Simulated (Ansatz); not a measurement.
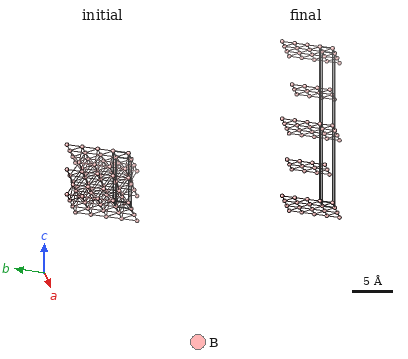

The structure of crystalline B (a generated structure, set up in P6_3/mmc) before (left) and after (right) a relaxation, at one scale.

A ball-and-stick model of the cell of the calculation, repeated 3 × 4 × 1 with one cell outlined, seen from a free direction.

Phase: dhcp.

The calculation used DFT, BLYP, plane waves (420 eV) with PAW, scalar-relativistic (Ansatz 0.2.0). Set-up: plane-wave cutoff 420 eV; k-point mesh 17 × 17 × 5; occupations fermi dirac; smearing width 0.1 eV; no spin polarisation; cell and atoms relaxed; force threshold 0.01 eV/Å; at most 60 steps.

Summarise the run.

Answer. The relaxation stopped without meeting its thresholds, so the last structure isn't shown to be converged. The atoms keep their places relative to the cell (all moves are under 0.005 Å). The drawn cell changes as follows: a = b 2.101 → 1.717 Å (−18.3 %), c 6.861 → 21.312 Å (+210.6 %); the volume changes by +107.6 %. Near-neighbour distances that change, for instance: B–B 2.101 → 5.419 Å, B–B 2.101 → 1.717 Å. The space group stays P6_3/mmc (No. 194). Over 53 accepted moves (59 points after the start) the energy falls by 1144 meV per atom. All forces vanish by symmetry, so only the cell relaxes. Pressure: −12.70 GPa at the start and 0.05 GPa at the end. The line search rejected the trial step at point 29 of the run. The SCF was repeated 5 times at an unchanged geometry on a basis and grid sized afresh for the cell, which shifted the energy by 208 meV per atom at most.
